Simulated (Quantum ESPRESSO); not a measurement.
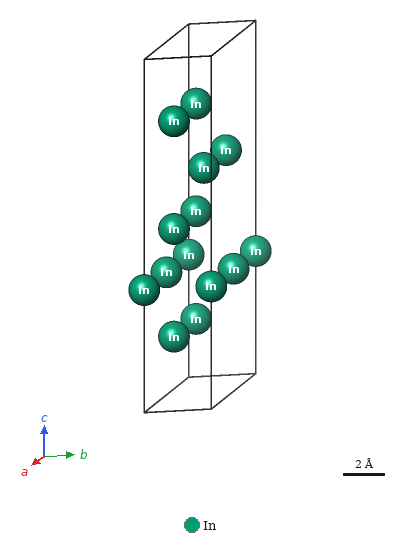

**Figure 1.** The structure as given in the input (spheres-only view of the 2 × 1 repeat of the cell, with the vacuum cut short, seen slightly off an axis). An atom can appear more than once, as a periodic image.

# Workfunction calculation of In (part 1 of 2)

The run: workfunction calculation of In (slab, 5 atoms in the cell). Method and program: Kohn-Sham DFT of a periodic cell, PBE, PseudoDojo 0.4.1 SR PBE standard, no spin polarisation (Quantum ESPRESSO 7.5).

The structure derives from a Materials Project entry.

Input:
```
&CONTROL
  calculation = 'scf'
  prefix = 'pwscf'
  outdir = './tmp'
  pseudo_dir = './pseudo'
  tprnfor = .true.
  disk_io = 'low'
/
&SYSTEM
  ibrav = 0
  celldm(1) = 8
  nat = 5
  ntyp = 1
  ecutwfc = 70
  nbnd = 43
  occupations = 'smearing'
  smearing = 'fd'
  degauss = 0.00367493
/
&ELECTRONS
  conv_thr = 5d-09
  electron_maxstep = 150
  mixing_beta = 0.3
  mixing_mode = 'local-TF'
/
ATOMIC_SPECIES
In   114.8180 In.upf
CELL_PARAMETERS alat
  0.7887890777336   0.0000000000000   0.0000000000000
 -0.3943945388747   0.6831113795496   0.0000000000000
  0.0000000000000   0.0000000000000   6.1254854136312
ATOMIC_POSITIONS crystal
In     0.6666666667    0.3333333333    0.2892208735
In     0.0000000000    0.0000000000    0.3942765012
In     0.6666666667    0.3333333333    0.5000000000
In     0.3333333333    0.6666666667    0.6057234988
In     0.6666666667    0.3333333333    0.7107791265
K_POINTS automatic
9 9 1 0 0 0
```

File pp_density.in:
```
&INPUTPP
  prefix = 'pwscf'
  outdir = './tmp'
  filplot = 'density.dat'
  plot_num = 0
/
&PLOT
  nfile = 1
  filepp(1) = 'density.dat'
  iflag = 3
  output_format = 6
  fileout = 'density.cube'
/
```

File pp_potential.in:
```
&INPUTPP
  prefix = 'pwscf'
  outdir = './tmp'
  filplot = 'potential.dat'
  plot_num = 11
/
&PLOT
  nfile = 1
  filepp(1) = 'potential.dat'
  iflag = 3
  output_format = 6
  fileout = 'potential.cube'
/
```

File pp_elf.in:
```
&INPUTPP
  prefix = 'pwscf'
  outdir = './tmp'
  filplot = 'elf.dat'
  plot_num = 8
/
&PLOT
  nfile = 1
  filepp(1) = 'elf.dat'
  iflag = 3
  output_format = 6
  fileout = 'elf.cube'
/
```

Hardware: 1 thread of Arm Neoverse V1, 112 GiB of memory available, shared host.

Command:
```bash
OMP_NUM_THREADS=1 pw.x -in pw.in > pw.out
OMP_NUM_THREADS=1 pp.x -in pp_density.in > pp_density.out
OMP_NUM_THREADS=1 pp.x -in pp_potential.in > pp_potential.out
OMP_NUM_THREADS=1 pp.x -in pp_elf.in > pp_elf.out
```

What the program printed:
```
This program is part of the open-source Quantum ESPRESSO suite
     for quantum simulation of materials; please cite
         "P. Giannozzi et al., J. Phys.:Condens. Matter 21 395502 (2009);
         "P. Giannozzi et al., J. Phys.:Condens. Matter 29 465901 (2017);
         "P. Giannozzi et al., J. Chem. Phys. 152 154105 (2020);
          URL
     in publications or presentations arising from this work. More details at

     Message from routine setup:
     using ibrav=0 with symmetry is DISCOURAGED, use correct ibrav instead

     G-vector sticks info
     --------------------
     sticks:   dense  smooth     PW     G-vecs:    dense   smooth      PW
     Sum         769     769    223               133665   133665   20907

     Using Slab Decomposition

     bravais-lattice index     =            0
     lattice parameter (alat)  =       8.0000  a.u.
     unit-cell volume          =    1689.9073 (a.u.)^3
     number of atoms/cell      =            5
     number of atomic types    =            1
     number of electrons       =        65.00
     number of Kohn-Sham states=           43
     kinetic-energy cutoff     =      70.0000  Ry
     charge density cutoff     =     280.0000  Ry
     scf convergence threshold =      5.0E-09
     mixing beta               =       0.3000
     number of iterations used =            8  local-TF  mixing
     Exchange-correlation= PBE
                           (   1   4   3   4   0   0   0)

     celldm(1)=   8.000000  celldm(2)=   0.000000  celldm(3)=   0.000000
     celldm(4)=   0.000000  celldm(5)=   0.000000  celldm(6)=   0.000000

     crystal axes: (cart. coord. in units of alat)
               a(1) = (   0.788789   0.000000   0.000000 )
               a(2) = (  -0.394395   0.683111   0.000000 )
               a(3) = (   0.000000   0.000000   6.125485 )

     reciprocal axes: (cart. coord. in units 2 pi/alat)
               b(1) = (  1.267766  0.731945 -0.000000 )
               b(2) = (  0.000000  1.463890  0.000000 )
               b(3) = (  0.000000 -0.000000  0.163252 )

     PseudoPot. # 1 for In read from file:
     In.upf
     Pseudo is Norm-conserving + core correction, Zval = 13.0
     Generated using ONCVPSP code by D. R. Hamann
     Using radial grid of 1964 points,  6 beta functions with:
                l(1) =   0
                l(2) =   0
                l(3) =   1
                l(4) =   1
                l(5) =   2
                l(6) =   2

     atomic species   valence    mass     pseudopotential
     In               13.00   114.81800     In( 1.00)

     12 Sym. Ops., with inversion, found ( 6 have fractional translation)

   Cartesian axes

     site n.     atom                  positions (alat units)
         1        In     tau(   1) = (   0.3943945   0.2277038   1.7716182  )
         2        In     tau(   2) = (   0.0000000   0.0000000   2.4151350  )
         3        In     tau(   3) = (   0.3943945   0.2277038   3.0627427  )
         4        In     tau(   4) = (  -0.0000000   0.4554076   3.7103505  )
         5        In     tau(   5) = (   0.3943945   0.2277038   4.3538672  )

     number of k points=    12  Fermi-Dirac smearing, width (Ry)=  0.0037
                       cart. coord. in units 2pi/alat
        k(    1) = (   0.0000000   0.0000000   0.0000000), wk =   0.0246914
        k(    2) = (   0.0000000   0.1626545   0.0000000), wk =   0.1481481
        k(    3) = (   0.0000000   0.3253089   0.0000000), wk =   0.1481481
        k(    4) = (   0.0000000   0.4879634   0.0000000), wk =   0.1481481
        k(    5) = (   0.0000000   0.6506178   0.0000000), wk =   0.1481481
        k(    6) = (   0.1408629   0.2439817   0.0000000), wk =   0.1481481
        k(    7) = (   0.1408629   0.4066361   0.0000000), wk =   0.2962963
        k(    8) = (   0.1408629   0.5692906   0.0000000), wk =   0.2962963
        k(    9) = (   0.1408629   0.7319451   0.0000000), wk =   0.1481481
        k(   10) = (   0.2817258   0.4879634   0.0000000), wk =   0.1481481
        k(   11) = (   0.2817258   0.6506178   0.0000000), wk =   0.2962963
        k(   12) = (   0.4225887   0.7319451   0.0000000), wk =   0.0493827

     Dense  grid:   133665 G-vectors     FFT dimensions: (  36,  36, 270)

     Initial potential from superposition of free atoms

     starting charge      64.9805, renormalised to      65.0000

     negative rho (up, down):  1.065E-05 0.000E+00
     Starting wfcs are   45 randomized atomic wfcs

     Self-consistent Calculation

     iteration #  1     ecut=    70.00 Ry     beta= 0.30
     Davidson diagonalization with overlap
     ethr =  1.00E-02,  avg # of iterations =  5.6

     Threshold (ethr) on eigenvalues was too large:
     Diagonalizing with lowered threshold

     Davidson diagonalization with overlap
     ethr =  1.74E-04,  avg # of iterations =  5.6

     total energy              =    -664.50526093 Ry
     estimated scf accuracy    <       0.12224694 Ry

     iteration #  2     ecut=    70.00 Ry     beta= 0.30
     Davidson diagonalization with overlap
     ethr =  1.88E-04,  avg # of iterations =  1.0

     total energy              =    -664.48740901 Ry
     estimated scf accuracy    <       0.08156150 Ry

     iteration #  3     ecut=    70.00 Ry     beta= 0.30
     Davidson diagonalization with overlap
     ethr =  1.25E-04,  avg # of iterations =  3.4

     total energy              =    -664.49520404 Ry
     estimated scf accuracy    <       0.00290350 Ry

     iteration #  4     ecut=    70.00 Ry     beta= 0.30
     Davidson diagonalization with overlap
     ethr =  4.47E-06,  avg # of iterations =  8.0

     total energy              =    -664.49505542 Ry
     estimated scf accuracy    <       0.00237269 Ry

     iteration #  5     ecut=    70.00 Ry     beta= 0.30
     Davidson diagonalization with overlap
     ethr =  3.65E-06,  avg # of iterations =  2.4

     total energy              =    -664.49486307 Ry
     estimated scf accuracy    <       0.00129529 Ry

     iteration #  6     ecut=    70.00 Ry     beta= 0.30
     Davidson diagonalization with overlap
     ethr =  1.99E-06,  avg # of iterations =  4.7

     total energy              =    -664.49453644 Ry
     estimated scf accuracy    <       0.00123316 Ry

     iteration #  7     ecut=    70.00 Ry     beta= 0.30
     Davidson diagonalization with overlap
     ethr =  1.90E-06,  avg # of iterations =  5.8

     total energy              =    -664.49464533 Ry
     estimated scf accuracy    <       0.00018226 Ry

     iteration #  8     ecut=    70.00 Ry     beta= 0.30
     Davidson diagonalization with overlap
     ethr =  2.80E-07,  avg # of iterations =  1.5

     negative rho (up, down):  8.327E-04 0.000E+00

     total energy              =    -664.49475165 Ry
     estimated scf accuracy    <       0.00010946 Ry

     iteration #  9     ecut=    70.00 Ry     beta= 0.30
     Davidson diagonalization with overlap
     ethr =  1.68E-07,  avg # of iterations =  3.7

     negative rho (up, down):  2.277E-05 0.000E+00

     total energy              =    -664.49476924 Ry
     estimated scf accuracy    <       0.00001507 Ry

     iteration # 10     ecut=    70.00 Ry     beta= 0.30
     Davidson diagonalization with overlap
     ethr =  2.32E-08,  avg # of iterations =  5.0

     negative rho (up, down):  5.860E-05 0.000E+00

     total energy              =    -664.49478171 Ry
     estimated scf accuracy    <       0.00000357 Ry

     iteration # 11     ecut=    70.00 Ry     beta= 0.30
     Davidson diagonalization with overlap
     ethr =  5.48E-09,  avg # of iterations =  5.2

     total energy              =    -664.49478153 Ry
     estimated scf accuracy    <       0.00000052 Ry

     iteration # 12     ecut=    70.00 Ry     beta= 0.30
     Davidson diagonalization with overlap
     ethr =  8.05E-10,  avg # of iterations =  4.2

     negative rho (up, down):  2.505E-05 0.000E+00

     total energy              =    -664.49478182 Ry
     estimated scf accuracy    <       0.00000048 Ry

     iteration # 13     ecut=    70.00 Ry     beta= 0.30
     Davidson diagonalization with overlap
     ethr =  7.42E-10,  avg # of iterations =  1.7

     negative rho (up, down):  3.002E-06 0.000E+00

     total energy              =    -664.49478184 Ry
     estimated scf accuracy    <       0.00000003 Ry

     iteration # 14     ecut=    70.00 Ry     beta= 0.30
     Davidson diagonalization with overlap
     ethr =  4.12E-11,  avg # of iterations =  4.2

     End of self-consistent calculation

          k = 0.0000 0.0000 0.0000 ( 16805 PWs)   bands (ev):

   -11.0480 -11.0411 -10.9917 -10.9917 -10.9831 -10.9831 -10.9808 -10.9803
   -10.9271 -10.9271 -10.9180 -10.9170 -10.9170 -10.8754 -10.8754 -10.8177
   -10.8177 -10.8034 -10.8034 -10.7213 -10.7213 -10.7169 -10.7169 -10.6457
   -10.6457  -5.6180  -5.1259  -4.1795  -2.9432  -1.5064   1.0643   2.9448
     5.0960   6.7327   7.6049   7.8379   9.4791   9.8122  12.0873  12.1912
    12.1912  12.5354  12.5358

          k = 0.0000 0.1627 0.0000 ( 16787 PWs)   bands (ev):

   -11.0374 -11.0362 -10.9957 -10.9925 -10.9680 -10.9646 -10.9596 -10.9513
   -10.9297 -10.9260 -10.9091 -10.8984 -10.8926 -10.8760 -10.8508 -10.8320
   -10.8213 -10.8065 -10.7901 -10.7407 -10.7345 -10.7242 -10.7152 -10.6693
   -10.6446  -5.3782  -4.8846  -3.9389  -2.7087  -1.2883   1.3284   3.1809
     5.3120   6.9480   7.8231   8.0517   9.6736   9.7686   9.9988  10.2347
    11.0508  11.0809  11.5543

          k = 0.0000 0.3253 0.0000 ( 16755 PWs)   bands (ev):

   -11.0710 -11.0649 -10.9968 -10.9867 -10.9762 -10.9523 -10.9368 -10.9283
   -10.9032 -10.8885 -10.8857 -10.8783 -10.8566 -10.8487 -10.8412 -10.7924
   -10.7813 -10.7775 -10.7711 -10.7451 -10.7433 -10.7266 -10.7117 -10.7029
   -10.6420  -4.6509  -4.1556  -3.2138  -2.0022  -0.6256   2.0976   3.8665
     5.8864   6.4309   6.9405   7.5397   7.8097   8.4579   8.6636   8.9415
     9.6540   9.9624  10.1757

          k = 0.0000 0.4880 0.0000 ( 16710 PWs)   bands (ev):

   -11.1206 -11.1068 -11.0457 -11.0211 -10.9988 -10.9803 -10.9680 -10.9366
   -10.9229 -10.9151 -10.8908 -10.8420 -10.7982 -10.7972 -10.7756 -10.7708
   -10.7510 -10.7294 -10.7233 -10.7019 -10.6899 -10.6838 -10.6725 -10.6469
   -10.6209  -3.4260  -2.9329  -2.0007  -0.8225   0.4845   3.2305   3.3289
     3.8156   4.7174   5.0541   5.7945   7.0582   7.1435   8.5883   8.5890
     9.1286   9.5360   9.5672

          k = 0.0000 0.6506 0.0000 ( 16682 PWs)   bands (ev):
```
